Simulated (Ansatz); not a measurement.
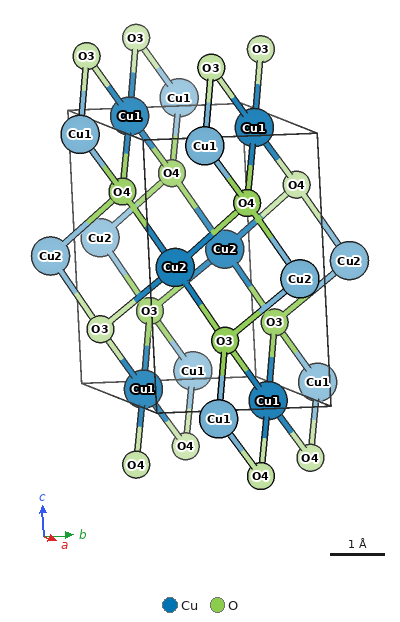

Figure 1. The input geometry of the first run (ball-and-stick view of the cell 2 times as large as that of the calculation, set on its symmetry axes, seen slightly off an axis; neighbours outside the cell are drawn fainter; atoms are numbered from 1 in the order of the input). Near neighbours in the crystal (not all of them lie inside the picture): Cu has 4 O at 1.91 to 2.02 Å; O has 4 Cu at 1.91 to 2.02 Å.

# Two runs on CuO

System: CuO (Cc, 4 atoms in the cell).
Method of the first run: Kohn-Sham DFT of a periodic cell, PBE, Ansatz PAW, no spin polarisation (Ansatz 0.2.0).

The structure derives from an entry of the Crystallography Open Database. Text and figures count atoms from 1; the logs count them from 0 in places.

### Input file, the first run
```yaml
crystal:
  lattice:
    - [2.34464976, -1.71339982, 0.0]
    - [2.34464976, 1.71339982, 0.0]
    - [-0.86054991, 0.0, 5.05943948]
  atoms:
    - { symbol: Cu, position: [0.0032, 0.4968, 0.0] }
    - { symbol: Cu, position: [0.4968, 0.0032, 0.5] }
    - { symbol: O, position: [0.5714, 0.4056, 0.2537] }
    - { symbol: O, position: [0.4056, 0.5714, 0.7537] }
hamiltonian:
  xc: pbe
  pseudopotentials: { kind: paw }
kpoints:
  mp_grid: { grid: [10, 10, 5] }
scf:
  occupations: { method: fermi_dirac, width: 0.05 }
basis:
  ecutwfc: "350 eV"
output:
  forces: true
  stress: true
  eigenvalues: true
```

Command:
```bash
ansatz run input.yaml --threads 2 --pin off --max-ram 5632MiB --backend cpu --events-out ev --progress --plain --runs-dir out
```

Hardware: 2 threads of Arm Neoverse V1, 24 GiB of memory available, shared host.

### Output, shortened to warnings, some set-up lines, iterations and results (the first run)
```
Warning: basis.ecutwfc = 350 eV is below the records' recommended 420 eV, and the density's cutoff is lower with it unless basis.ecutrho_ratio is high enough to keep the records' density cutoff: compare with a run at a higher cutoff
Basis set: ecut = 350 eV, 617 PW (Γ), exchange–correlation on 36×36×64 points (8 copies of the dense FFT grid, shifted against one another)
Symmetry: 2 space group operations
k-points: 141 of 500 (time reversal used)
Initial density: superposition of atomic densities (neutral atoms: chi_scale 0, normalization atom), corrected by the library's trained network
[...]
SCF iter   1: F=—  HF=-14382.105221 eV  |F-HF|=—  |Δ(HF+E_count)|=         —  Δρ=7.34e-3  dr2=4.88e-3  ethr=1.77e-3  ⟨swp⟩=5.3  Hψ=14330  notcnv=0
SCF iter   2: F=—  HF=-14382.105289 eV  |F-HF|=—  |Δ(HF+E_count)|=   6.87e-5  Δρ=4.15e-3  dr2=2.20e-3  ethr=9.75e-6  ⟨swp⟩=2.0  Hψ=7744  notcnv=0
SCF iter   3: F=—  HF=-14382.105594 eV  |F-HF|=—  |Δ(HF+E_count)|=   3.04e-4  Δρ=8.73e-4  dr2=1.34e-4  ethr=4.41e-6  ⟨swp⟩=2.5  Hψ=6209  notcnv=0
SCF iter   4: F=—  HF=-14382.105532 eV  |F-HF|=—  |Δ(HF+E_count)|=   6.15e-5  Δρ=3.46e-4  dr2=4.14e-5  ethr=2.68e-7  ⟨swp⟩=2.0  Hψ=7531  notcnv=0
SCF iter   5: F=—  HF=-14382.105585 eV  |F-HF|=—  |Δ(HF+E_count)|=   5.29e-5  Δρ=1.03e-4  dr2=3.79e-6  ethr=8.28e-8  ⟨swp⟩=2.0  Hψ=6127  notcnv=0
SCF iter   6: F=—  HF=-14382.105586 eV  |F-HF|=—  |Δ(HF+E_count)|=   9.32e-7  Δρ=3.44e-5  dr2=5.34e-7  ethr=7.58e-9  ⟨swp⟩=2.1  Hψ=6649  notcnv=0
SCF iter   7: F=-14382.105586 eV  HF=-14382.105586 eV  |F-HF|=4.48e-9  |Δ(HF+E_count)|=   8.20e-8  Δρ=9.00e-6  dr2=2.87e-8  ethr=2.00e-10  ⟨swp⟩=4.4  Hψ=15377  notcnv=0
SCF 1 converged in 7 iterations: F = -14382.105586 eV  dr2 = 2.87e-8
SCF converged after 7 iterations
Free energy (F): -14382.105586 eV
Harris-Foulkes:  -14382.105586 eV  (|F-HF|=4.48e-9)
Internal energy: -14382.086427 eV  (E = F + TS)
E sigma→0 (E₀):  -14382.096006 eV
Entropy (-TS):   -0.019159 eV (-4.790 meV/atom)
Fermi energy:    12.178850 eV
--- Per-component energies (eV) ---
  E_band       = -857.374520
  E_kinetic    = 944.798275
  E_local      = -9678.840450  (includes V_loc(G=0)·N_el)
  E_nonlocal   = 881.477155
  E_hartree    = 4194.296575
  E_xc         = -324.290523
  E_vxc        = -416.301882  (∫ρ·V_xc dr)
  E_paw        = -3642.700517  (= ΣΔE_a)
  E_vpaw       = -977.105473  (= ΣTr[D̂ρ^β])
  E_aug_tail   = 0.009536  (compensation charges beyond the density's cutoff)
  E_ewald      = -6756.836478
  E_smearing   = -0.019159  (= −TS)
  E_closure    = -0.000000  (closes the sum)
  Σ components = -14382.105586   (vs F -14382.105586, Δ=0.00e0)
--- Forces (eV/Å), atoms counted from 1 ---
  atom   1  Cu    -0.63091925     0.34779224     0.24248893
  atom   2  Cu    -0.63091925    -0.34779224     0.24248893
  atom   3  O      0.63092286     0.31320882    -0.24248307
  atom   4  O      0.63092286    -0.31320882    -0.24248307
  max |Σ_I F_I| component: 1.17e-5 eV/Å
--- Stress (GPa, compression-positive) ---
        5.212038       0.000000      -1.651938
        0.000000       6.477918       0.000000
       -1.651937       0.000000       4.602211
  P = ⅓ Tr σ = 5.4307 GPa (54.307 kbar)
```

The input of the second run differs as follows (lines with − go, lines with + come):
```diff
-  xc: pbe
+  xc: r2scan
-basis:
-  ecutwfc: "350 eV"
```

What does this change do to the results?

The total energies belong to different methods, so their difference says nothing on which is more stable or more accurate. The pressure goes from 5.43 to −1.31 GPa. The largest force goes from 0.760 to 0.735 eV/Å. The functional changes from PBE to r2SCAN. The SCF takes 9 iterations against 7. The plane waves at Γ go from 617 to 1035. On the same kind of shared host the second run took about 3.3 times as long.

### Output, shortened to warnings, some set-up lines, iterations and results (the second run)
```
Basis set: ecut = 500 eV, 1035 PW (Γ), exchange–correlation on 96×96×160 points (64 copies of the dense FFT grid, shifted against one another)
Symmetry: 2 space group operations
k-points: 141 of 500 (time reversal used)
Initial density: superposition of atomic densities (neutral atoms: chi_scale 0, normalization atom), corrected by the library's trained network
[...]
SCF iter   1: F=—  HF=-14397.128005 eV  |F-HF|=—  |Δ(HF+E_count)|=         —  Δρ=2.45e-2  dr2=1.25e-1  dr2_τ=8.24e-2  ethr=1.77e-3  ⟨swp⟩=5.7  Hψ=14610  notcnv=0
SCF iter   2: F=—  HF=-14397.143449 eV  |F-HF|=—  |Δ(HF+E_count)|=   1.54e-2  Δρ=9.15e-3  dr2=2.85e-2  dr2_τ=2.21e-3  ethr=2.50e-4  ⟨swp⟩=2.3  Hψ=8330  notcnv=0
SCF iter   3: F=—  HF=-14397.135881 eV  |F-HF|=—  |Δ(HF+E_count)|=   7.57e-3  Δρ=8.02e-3  dr2=1.49e-2  dr2_τ=8.23e-4  ethr=5.71e-5  ⟨swp⟩=2.2  Hψ=7178  notcnv=0
SCF iter   4: F=—  HF=-14397.134077 eV  |F-HF|=—  |Δ(HF+E_count)|=   1.80e-3  Δρ=3.60e-3  dr2=3.66e-3  dr2_τ=1.12e-4  ethr=2.98e-5  ⟨swp⟩=1.0  Hψ=4238  notcnv=0
SCF iter   5: F=—  HF=-14397.133388 eV  |F-HF|=—  |Δ(HF+E_count)|=   6.89e-4  Δρ=8.42e-4  dr2=3.10e-4  dr2_τ=1.31e-5  ethr=7.33e-6  ⟨swp⟩=2.8  Hψ=6702  notcnv=0
SCF iter   6: F=—  HF=-14397.133420 eV  |F-HF|=—  |Δ(HF+E_count)|=   3.22e-5  Δρ=2.36e-4  dr2=2.84e-5  dr2_τ=7.63e-7  ethr=6.20e-7  ⟨swp⟩=2.5  Hψ=6839  notcnv=0
SCF iter   7: F=—  HF=-14397.133412 eV  |F-HF|=—  |Δ(HF+E_count)|=   7.98e-6  Δρ=1.02e-4  dr2=3.03e-6  dr2_τ=1.33e-7  ethr=5.67e-8  ⟨swp⟩=2.2  Hψ=6297  notcnv=0
SCF iter   8: F=—  HF=-14397.133412 eV  |F-HF|=—  |Δ(HF+E_count)|=   2.51e-7  Δρ=2.52e-5  dr2=2.67e-7  dr2_τ=6.57e-9  ethr=6.06e-9  ⟨swp⟩=1.0  Hψ=4230  notcnv=0
SCF iter   9: F=-14397.133412 eV  HF=-14397.133412 eV  |F-HF|=7.26e-10  |Δ(HF+E_count)|=   1.39e-8  Δρ=6.85e-6  dr2=1.17e-8  dr2_τ=6.56e-10  ethr=2.00e-10  ⟨swp⟩=4.0  …
SCF 1 converged in 9 iterations: F = -14397.133412 eV  dr2 = 1.17e-8
SCF converged after 9 iterations
Free energy (F): -14397.133412 eV
Harris-Foulkes:  -14397.133412 eV  (|F-HF|=7.26e-10)
Internal energy: -14397.115020 eV  (E = F + TS)
E sigma→0 (E₀):  -14397.124216 eV
Entropy (-TS):   -0.018392 eV (-4.598 meV/atom)
Fermi energy:    12.001048 eV
--- Per-component energies (eV) ---
  E_band       = -921.142570
  E_kinetic    = 944.060877
  E_local      = -9696.795979  (includes V_loc(G=0)·N_el)
  E_nonlocal   = 889.354996
  E_hartree    = 4209.477317
  E_xc         = -311.481168
  E_vxc        = -455.190087  (∫ρ·V_xc dr)
  E_paw        = -3674.230846  (= ΣΔE_a)
  E_vpaw       = -1051.865023  (= ΣTr[D̂ρ^β])
  E_aug_tail   = 0.002360  (compensation charges beyond the density's cutoff)
  E_vtau       = 30.329064  (kinetic-family band-sum trace: ∫τ·v_τ [+ j·A + Jᵃ·Aᵃ] dr)
  E_ewald      = -6756.836478
  E_core_change = -0.666098  (= ΣΔE_core)
  E_smearing   = -0.018392  (= −TS)
  E_closure    = 0.000000  (closes the sum)
  Σ components = -14397.133412   (vs F -14397.133412, Δ=0.00e0)
--- Forces (eV/Å), atoms counted from 1 ---
  atom   1  Cu    -0.61008041     0.33041506     0.24010607
  atom   2  Cu    -0.61008041    -0.33041506     0.24010607
  atom   3  O      0.61007481     0.33181523    -0.24009617
  atom   4  O      0.61007481    -0.33181523    -0.24009617
  max |Σ_I F_I| component: 1.98e-5 eV/Å
--- Stress (GPa, compression-positive) ---
       -1.762140       0.000000      -1.151292
        0.000000       0.262448       0.000000
       -1.151292       0.000000      -2.434915
  P = ⅓ Tr σ = -1.3115 GPa (-13.115 kbar)
```

### The two runs side by side

| quantity | the first run | the second run |
| --- | --- | --- |
| outcome | converged | converged |
| free energy per atom (eV) | −3595.5264 | −3599.2834 |
| energy per atom, smearing taken to zero (eV) | −3595.5240 | −3599.2811 |
| gap on the mesh (eV) | 0.00 | 0.00 |
| pressure (GPa) | 5.43 | −1.31 |
| largest force (eV/Å) | 0.760 | 0.735 |
| SCF iterations | 7 | 9 |
| irreducible k-points | 141 | 141 |
| plane waves at Γ | 617 | 1035 |
| wall time (shared host) | 5.9 s | 20 s |

For both runs: The run has no spin polarisation, so a magnetic state may lie lower. For the first run: Warnings: the cutoff is below the recommended one.
